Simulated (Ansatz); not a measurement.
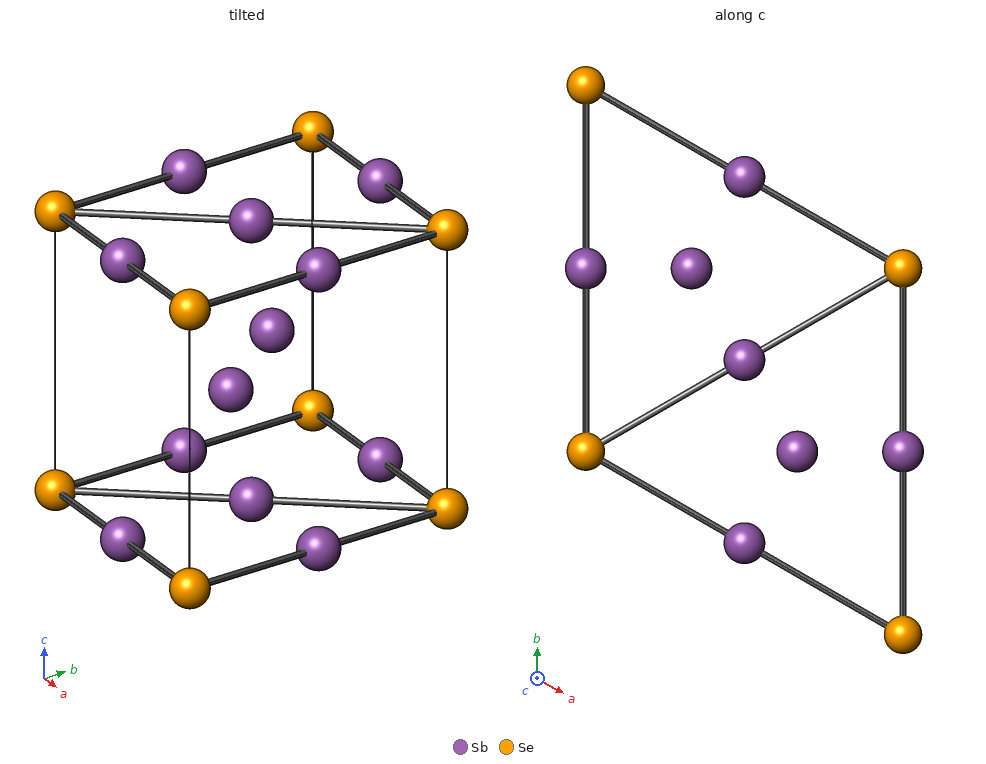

The image is a ball-and-stick drawing of a crystal, viewed slightly off an axis and along the c axis. The lines enclose the conventional unit cell; boundary atoms appear with their images. Cell: a = 6.70 Å, b = 6.70 Å, c = 4.86 Å, α = 90.00°, β = 90.00°, γ = 120.00°.

Origin of the cell: a random cell made by a generator, so it need not be a real form of the compound. Earlier steps of the study may have refined or changed the cell and positions. Ansatz was used for an electronic-structure calculation on it.

Q: Summary of the structure:

A: It has the composition Sb$_{5}$Se. The structure has P6/mmm (No. 191) symmetry and a primitive hexagonal lattice. The cell has 6 atoms, namely 5 Sb, 1 Se.

Setup: DFT PBE, scalar-relativistic, plane waves, PAW in Ansatz 0.2.0; plane waves up to 420 eV, 6×6×8 k-mesh, Gaussian smearing of 0.1 eV, no spin polarisation.

Q: Is it conducting or gapped at this level?

A: A metal: bands cross the Fermi level.

Q: How charged are the atoms, by the Bader scheme?

A: Sb +0.06 to +0.16 e; Se -0.60 e.

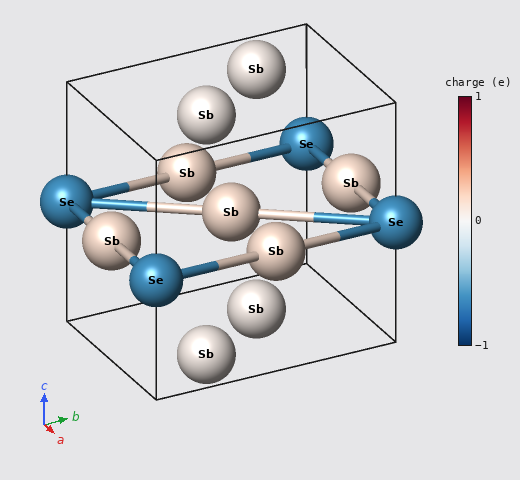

The atoms coloured by those charges. The run's cell of 6 atoms is drawn, so axes and origin can differ from the first picture.

Q: Is the structure in equilibrium?

A: Yes. All forces vanish to within 0.01 eV/Å. The pressure is 0.0 GPa, close to zero.
